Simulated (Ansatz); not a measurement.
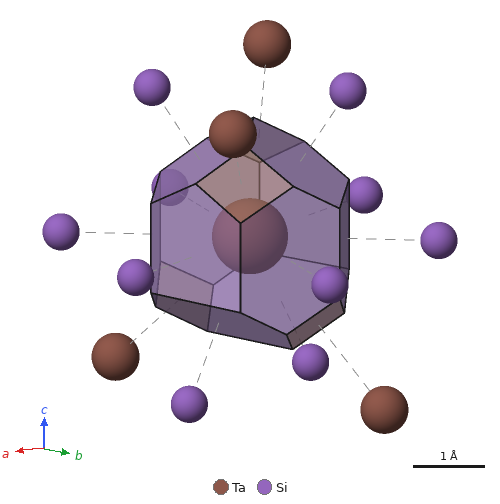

Voronoi cell (the region closer to this atom than to any other), computed from the atomic positions without radii. Central atom: Ta (3c) in TaSi2; faces take the colour of the neighbour behind them. Source: coordinates from a relaxation at a target pressure of 10 GPa with DFT PBE, scalar-relativistic, plane waves, PAW (Ansatz 0.2.0).

TaSi2, space group P6_422 (No. 181), a = 4.718 Å, b = 4.718 Å, c = 6.515 Å, α = 90.00°, β = 90.00°, γ = 120.00°

| site | Wyckoff | x | y | z |
| --- | --- | --- | --- | --- |
| Ta | 3c | 0.5000 | 0.0000 | 0.0000 |
| Si | 6i | 0.1590 | 0.3181 | 0.0000 |

How many faces does the cell have, and of which kinds?

Answer. 14 faces, index ⟨0,4,4,6⟩.

What is the volume of this Voronoi cell?

Answer. 14.1 Å³, against a mean of 14.0 Å³ per atom in this structure.

Tabulate the neighbours by distance and solid angle.

Answer.
```csv
neighbour,faces,distance (Å),solid angle (% of sphere)
Si,4,2.58,41.4
Si,4,2.69,32.3
Si,2,2.79,16.6
Ta,4,3.21,9.7
```
